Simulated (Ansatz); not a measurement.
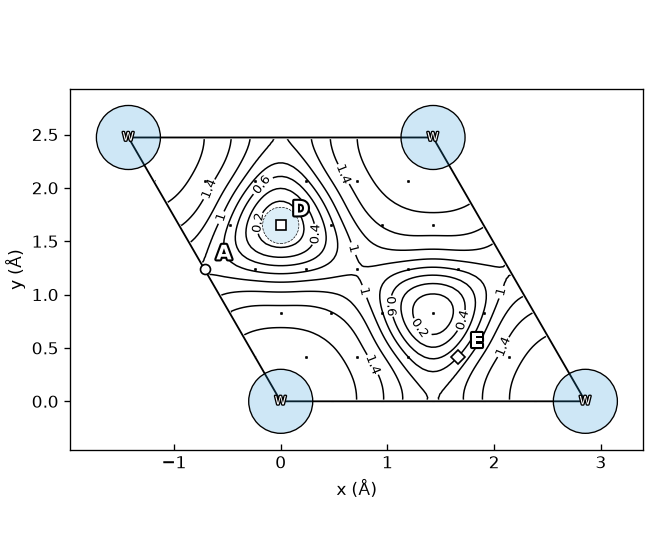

S on a W(111) slab cut from the Fm-3m phase, its upper half relaxed before the scan (3 atoms of substrate and one adsorbate in a 1 × 1 cell). 
- S is moved over the surface cell; relaxed at each place: the height of the adsorbate's atoms; substrate rigid; the origin of the map has the adsorbate above W3.
- Places are given modulo a cell vector. The map is drawn in real space over the plane of the surface.
- The grid has 6 × 6 points; 10 points were computed and 26 follow by symmetry.
- Energies are in eV, from the lowest grid point.
- With one adsorbate in each 1 × 1 cell, its nearest image is 2.9 Å away, so neighbouring adsorbates interact.
- Level of theory: DFT PBE, scalar-relativistic, plane waves, PAW in Ansatz 0.2.0. Settings: cutoff 420 eV, k-mesh 9×9×1, gaussian smearing 0.1 eV, no spin polarisation.

In the figure: contour lines labelled in eV, dots at the grid points, labelled circles for the atoms of the top layer and small ones for the second layer, the outline of one cell of the plane, lettered points. Between grid points the surface is interpolated.

Q: What kind of point is each of A, D, E: minimum, saddle, maximum or slope?

A: A: saddle point; D: minimum; E: on a slope. (In these two coordinates alone; a stationary point may lie a little off the grid point.)

Q: Rank the lettered points by energy, lowest first.

A: D (0.00 eV), E (0.82 eV), A (0.99 eV).

PAW datasets: the set soft_1.
